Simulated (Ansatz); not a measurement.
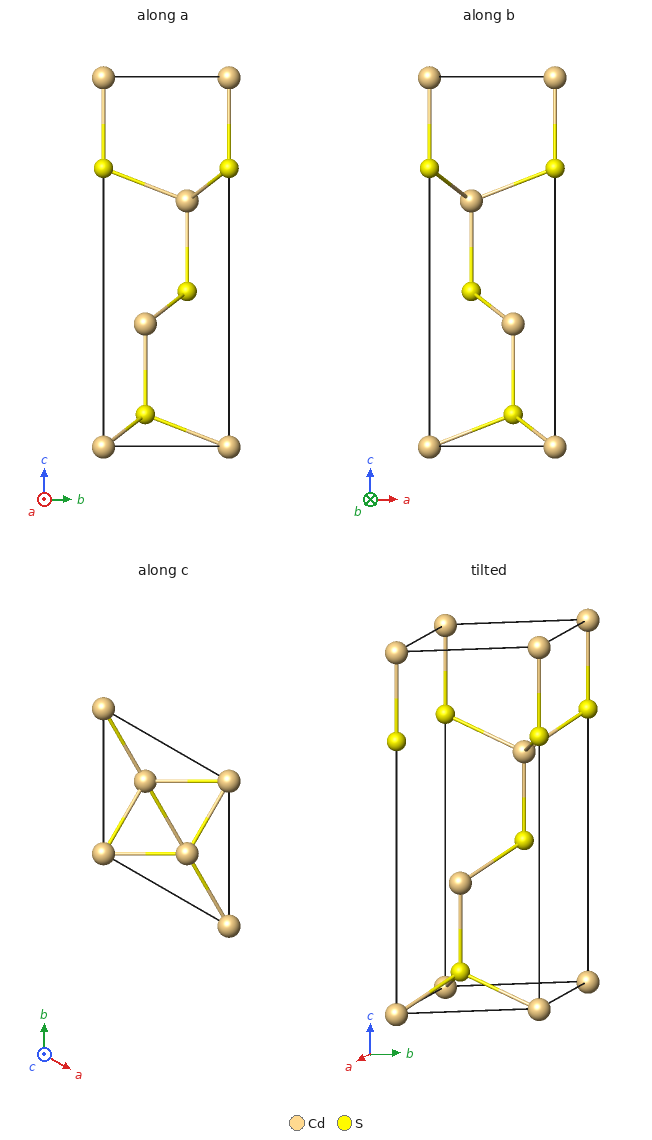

Ball-and-stick representation of a periodic structure, projected along the a axis, along the b axis, along the c axis and slightly off an axis. Thin lines show the conventional unit cell, with boundary atoms drawn in all their periodic places.

Lattice parameters: a = 4.1567 Å, b = 4.1567 Å, c = 10.5890 Å, α = 90.000°, β = 90.000°, γ = 120.000°.

> Set out the cell and atoms as a CIF with its space group and independent sites, with free fractional coordinates to two decimals.

```cif
data_structure
_symmetry_space_group_name_H-M 'R 3 m :H'
_symmetry_Int_Tables_number 160
_cell_length_a 4.1567
_cell_length_b 4.1567
_cell_length_c 10.5890
_cell_angle_alpha 90.000
_cell_angle_beta 90.000
_cell_angle_gamma 120.000
_cell_volume 158.45
loop_
_atom_site_label
_atom_site_type_symbol
_atom_site_symmetry_multiplicity
_atom_site_Wyckoff_symbol
_atom_site_fract_x
_atom_site_fract_y
_atom_site_fract_z
_atom_site_occupancy
Cd1 Cd 3 a 0.6667 0.3333 0.33 1
S1 S 3 a 0.6667 0.3333 0.09 1
```

The model was built from a structure type filled with these elements by a generator (whether the compound takes this form wasn't checked). The cell was then strained or its atoms displaced on purpose. Ansatz was used for an electronic-structure calculation on it.
